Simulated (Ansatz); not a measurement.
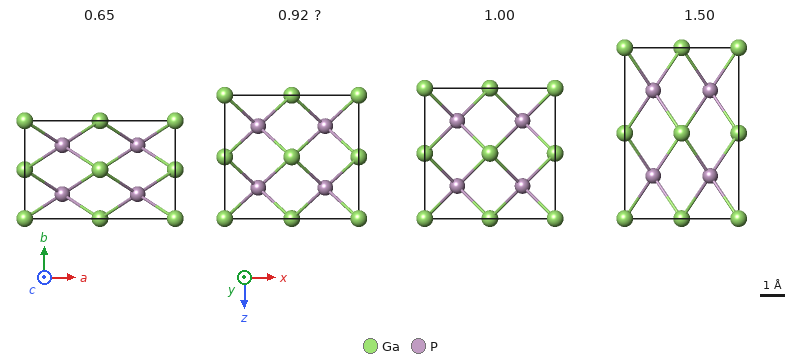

Energy scan for solid GaP (F-43m), in which the ratio of the cell's length along z to its lengths across, counted as 1 for the reference, is changed at fixed volume (a tetragonal or Bain path), with the atoms kept at their fractional coordinates. x, y and z are the Cartesian axes of the input. A ball-and-stick model of the conventional cell (4 times the calculation's cell), seen along the c axis. Lengths and directions refer to the drawn axes.

Theory: Ansatz, DFT PBE, scalar-relativistic, plane waves, PAW. Settings: plane-wave cutoff 420 eV; k-point mesh 10 × 10 × 10; occupations gaussian; smearing width 0.05 eV; no spin polarisation. Energies (free energies at the smearing named) are counted from the relaxed crystal.

```
axial ratio over its reference value  energy change (meV/atom)
                               0.650                       326
                               0.707                       240
                               0.780                       142
                               0.850                        68
                               0.920                         ?
                               0.960                         5
                               1.000                         0
                               1.050                         8
                               1.100                        32
                               1.200                       127
                               1.300                       279
                               1.414                       486
                               1.500                       624
```

> One row is withheld. What is its energy?

A straight line between the two neighbours gives 28 meV/atom. A cubic through the four nearest rows (0.780, 0.850, 0.960, 1.000) gives, with Lagrange weights, (−0.0808)(142) + (0.3879)(68) + (0.9899)(5) + (−0.2970)(0) = 20 meV/atom. The calculation gives 20 meV/atom, so the cubic is right to the digits shown and the straight line 8 meV/atom too high, as the curve bends upwards here.

The whole profile:

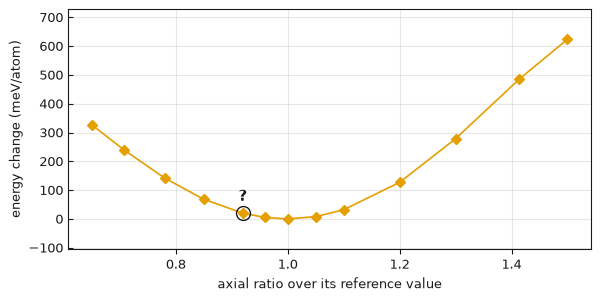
